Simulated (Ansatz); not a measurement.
**WSi₂: 5 runs along one coordinate**

System: WSi₂ (3 atoms in the cell).
Method: Kohn-Sham DFT of a periodic cell, LDA, JTH PAW LDA, no spin polarisation (Ansatz 0.2.0).

The 5 runs differ only in the geometry, by an even scaling of the cell at fixed fractional positions. The structure derives from an entry of the Crystallography Open Database.

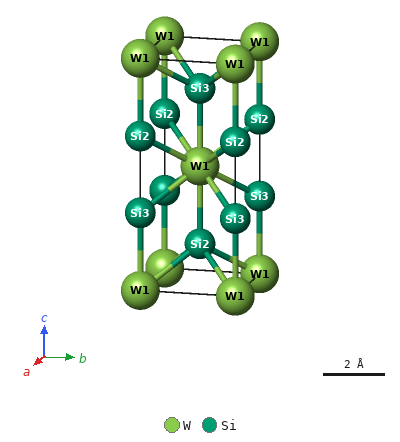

Figure 1. The structure of run 3 (ball-and-stick view of the cell 2 times as large as that of the calculation, set on its symmetry axes, seen slightly off an axis; atoms are numbered from 1 in the order of the input).

## Input of run 3
```yaml
crystal:
  lattice:
    - [-1.617542032, 1.617542032, 3.9408775768]
    - [1.617542032, -1.617542032, 3.9408775768]
    - [1.617542032, 1.617542032, -3.9408775768]
  atoms:
    - { symbol: W, position: [0.0, 0.0, 0.0] }
    - { symbol: Si, position: [0.6653, 0.6653, 0.0] }
    - { symbol: Si, position: [0.3347, 0.3347, 0.0] }
hamiltonian:
  xc: lda
  pseudopotentials: { kind: paw, xc_functional: lda, accuracy: standard }
kpoints:
  mp_grid: { grid: [12, 12, 12] }
scf:
  occupations: { method: fermi_dirac, width: 0.05 }
output:
  forces: true
  stress: true
  eigenvalues: true
```

Command:
```bash
ansatz run input.yaml --threads 2 --pin off --max-ram 5120MiB --backend cpu --events-out ev --progress --plain --runs-dir out
```

Lattice vectors (Å) and fractional positions of run 3:
```
  -1.617542    1.617542    3.940878
   1.617542   -1.617542    3.940878
   1.617542    1.617542   -3.940878
W   0.000000  0.000000  0.000000
Si  0.665300  0.665300  0.000000
Si  0.334700  0.334700  0.000000
```

Run 2 differs from it as follows:
```diff
-    - [-1.617542032, 1.617542032, 3.9408775768]
-    - [1.617542032, -1.617542032, 3.9408775768]
-    - [1.617542032, 1.617542032, -3.9408775768]
+    - [-1.6069, 1.6069, 3.91495]
+    - [1.6069, -1.6069, 3.91495]
+    - [1.6069, 1.6069, -3.91495]
```

## Results, with one run withheld

```csv
run,volume per atom (Å³),"free energy per atom, from the lowest run given (meV)",pressure (GPa)
1,12.670,0.00,9.76
2,13.479,?,?
3,13.748,4.86,−9.77
4,14.018,24.43,−13.44
5,14.287,49.85,−16.72
```

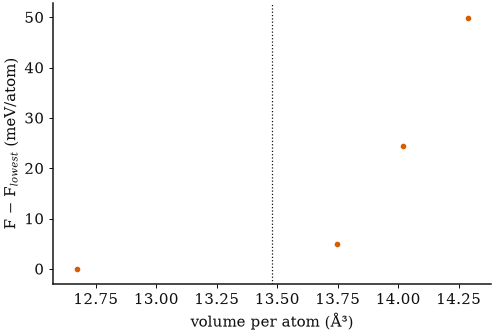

Figure 2. Free energy per atom of the runs given; the dotted line marks run 2.

Estimate the energy of run 2 from the others.

A quadratic polynomial in V^(−2/3) (the Birch–Murnaghan form), fitted to the 4 runs given, misses them by under 0.01 meV per atom. With x = V^(−2/3) − 0.17502 Å⁻², it reads F = −0.25728 − 6123.6 x + 6.8517e+05 x² (meV per atom). At run 2 it gives −8.07 meV per atom, and the run itself gives −8.19. The slope of the fit gives a pressure −dF/dV of −5.61 GPa there, and the run prints −5.66 GPa. The two needn't agree exactly: the fit is approximate, and the printed stress is taken on a finite basis. The fit has its minimum at 13.151 Å³ per atom, where V d²F/dV² gives 239 GPa. Cell shape and fractional positions are held, so this is the stiffness under even scaling; the relaxed bulk modulus wasn't computed.

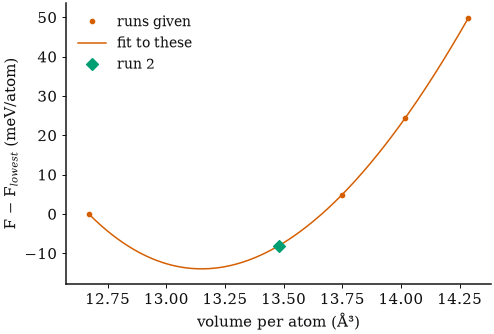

Figure 3. The fit and the withheld run.

## Output, shortened to warnings, some set-up lines, iterations and results (run 2)
```
Warning: [file] the checks of this W dataset prove no rule for summing its radial tables, as where they were carried onto another mesh than they were made on, and Gregory's rule is taken, under which a leading mesh point left out moves its sums only by what lay on the interval it spanned. That does not make them correct, and they differ from Quantum ESPRESSO's on this file; a re-export a fraction …
Warning: [file] the checks of this Si dataset prove no rule for summing its radial tables, as where they were carried onto another mesh than they were made on, and Gregory's rule is taken, under which a leading mesh point left out moves its sums only by what lay on the interval it spanned. That does not make them correct, and they differ from Quantum ESPRESSO's on this file; a re-export a …
Basis set: ecut = 1290 eV, 4231 PW (Γ)
Symmetry: 16 space group operations
k-points: 163 of 1728
Initial density: superposition of atomic densities (chi_scale 0.1, normalization cell, long waves kept (reshape's long-wave potential 0.00 eV rms))
[...]
SCF iter   1: F=—  HF=-11305.166607 eV  |F-HF|=—  |Δ(HF+E_count)|=         —  Δρ=4.82e-2  dr2=9.09e-1  ethr=3.10e-3  ⟨swp⟩=8.0  Hψ=19183  notcnv=0
SCF iter   2: F=—  HF=-11304.935370 eV  |F-HF|=—  |Δ(HF+E_count)|=   2.31e-1  Δρ=2.57e-2  dr2=2.00e-1  ethr=3.10e-3  ⟨swp⟩=2.1  Hψ=4493  notcnv=0
SCF iter   3: F=—  HF=-11304.860895 eV  |F-HF|=—  |Δ(HF+E_count)|=   7.45e-2  Δρ=6.76e-3  dr2=1.66e-2  ethr=9.10e-4  ⟨swp⟩=2.2  Hψ=3721  notcnv=0
SCF iter   4: F=—  HF=-11304.854556 eV  |F-HF|=—  |Δ(HF+E_count)|=   6.34e-3  Δρ=7.47e-4  dr2=1.31e-4  ethr=7.55e-5  ⟨swp⟩=2.4  Hψ=4009  notcnv=0
SCF iter   5: F=—  HF=-11304.854555 eV  |F-HF|=—  |Δ(HF+E_count)|=   1.13e-6  Δρ=1.89e-4  dr2=1.47e-5  ethr=5.95e-7  ⟨swp⟩=3.8  Hψ=4184  notcnv=0
SCF iter   6: F=—  HF=-11304.854563 eV  |F-HF|=—  |Δ(HF+E_count)|=   7.97e-6  Δρ=2.84e-5  dr2=4.74e-7  ethr=6.67e-8  ⟨swp⟩=2.3  Hψ=4325  notcnv=0
SCF iter   7: F=-11304.854563 eV  HF=-11304.854563 eV  |F-HF|=7.21e-9  |Δ(HF+E_count)|=   2.70e-7  Δρ=4.00e-6  dr2=1.03e-8  ethr=4.55e-10  ⟨swp⟩=8.8  Hψ=16240  notcnv=0
SCF 1 converged in 7 iterations: F = -11304.854563 eV  dr2 = 1.03e-8
SCF converged after 7 iterations
Free energy (F): -11304.854563 eV
Harris-Foulkes:  -11304.854563 eV  (|F-HF|=7.21e-9)
Internal energy: -11304.852602 eV  (E = F + TS)
E sigma→0 (E₀):  -11304.853583 eV
Entropy (-TS):   -0.001961 eV (-0.654 meV/atom)
Fermi energy:    16.158084 eV
--- Per-component energies (eV) ---
  E_band       = -93.175609
  E_kinetic    = 280.045078
  E_local      = -917.007158  (includes V_loc(G=0)·N_el)
  E_nonlocal   = 286.685284
  E_hartree    = 435.610511
  E_xc         = -513.198628
  E_vxc        = -414.031154  (∫ρ·V_xc dr)
  E_paw        = -9172.505065  (= ΣΔE_a)
  E_vpaw       = -200.086640  (= ΣTr[D̂ρ^β])
  E_aug_tail   = 0.000001  (compensation charges beyond the density's cutoff)
  E_ewald      = -1704.482625
  E_smearing   = -0.001961  (= −TS)
  E_closure    = -0.000000  (closes the sum)
  Σ components = -11304.854563   (vs F -11304.854563, Δ=0.00e0)
--- Forces (eV/Å), atoms counted from 1 ---
  atom   1  W      0.00000000     0.00000000     0.00000000
  atom   2  Si     0.00000000     0.00000000    -0.05033128
  atom   3  Si    -0.00000000     0.00000000     0.05033128
  max |Σ_I F_I| component: 1.80e-16 eV/Å
--- Stress (GPa, compression-positive) ---
       -5.650641      -0.000000       0.000000
       -0.000000      -5.650641       0.000000
        0.000000       0.000000      -5.690337
  P = ⅓ Tr σ = -5.6639 GPa (-56.639 kbar)
```

Notes: Spin–orbit coupling is left out, which matters for W.
